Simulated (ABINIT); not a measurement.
# Run report: CdTe, dielectric calculation (part 3 of 3)

CdTe (F-43m, 2 atoms in the cell); Kohn-Sham DFT of a periodic cell, PBEsol, PseudoDojo NC SR PBEsol v0.4.1 standard, no spin polarisation (ABINIT 10.8.3); cutoff 1387.78 eV, 2×2×2 k-mesh, fixed occupations. The structure derives from an entry of the Crystallography Open Database. The settings are looser than a standard set-up, so the numbers are not reference values.

Geometry of the input (Å; fractional positions):
```
0.0000  3.2483  3.2483
3.2483  0.0000  3.2483
3.2483  3.2483  0.0000
Te 0.7500  0.7500  0.7500
Cd 0.0000  0.0000  0.0000
```

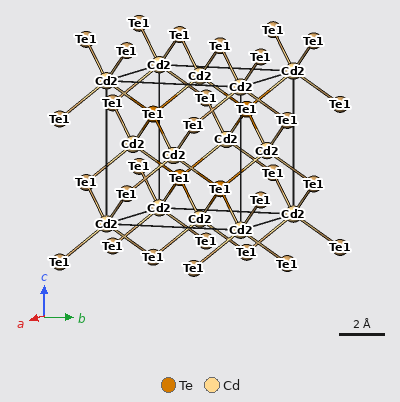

The input geometry (ball-and-stick view of the cell 4 times as large as that of the calculation, set on its symmetry axes, seen slightly off an axis; neighbours outside the cell are drawn fainter; atoms are numbered from 1 in the order of the input).

**File anaddb.abo, continued**
```
 Effective charge tensors after
 imposition of the charge neutrality (if requested by user),
 and eventual restriction to some part :
   atom    displacement
         1         1   -2.745848E+00   -2.021765E-16   -2.022934E-16
         1         2   -2.021765E-16   -2.745848E+00    2.020597E-16
         1         3    2.021765E-16    2.021765E-16   -2.745848E+00
         2         1    2.745848E+00    2.021765E-16    2.022934E-16
         2         2    2.021765E-16    2.745848E+00   -2.020597E-16
         2         3   -2.021765E-16   -2.021765E-16    2.745848E+00
 Now, the imaginary part of the dynamical matrix is zeroed

================================================================================

 anaddb : the run completed successfully.
```

**Summary**

| quantity | value |
| --- | --- |
| outcome | converged |
| space group (tolerance 0.01 Å) | F-43m (216) |
| electrons treated | 36 |
| free energy | −7616.8282 eV |
| Fermi energy | 3.464 eV |
| pressure | 0.19 GPa |
| largest force (length of the vector) | under 0.001 eV/Å |
| ε∞ (xx, yy, zz) | 12.37, 12.37, 12.37 |
| Born charges (mean of the diagonal) | Te1 (−2.75 e); Cd2 (2.75 e) |
| wall time | 4.5 min |
| peak memory | 0.24 GiB |

**Remarks**

The settings depart from the standard set-up of this series, which can bear on the numbers. Points of doubt noted for this run: k mesh coarse for field response.
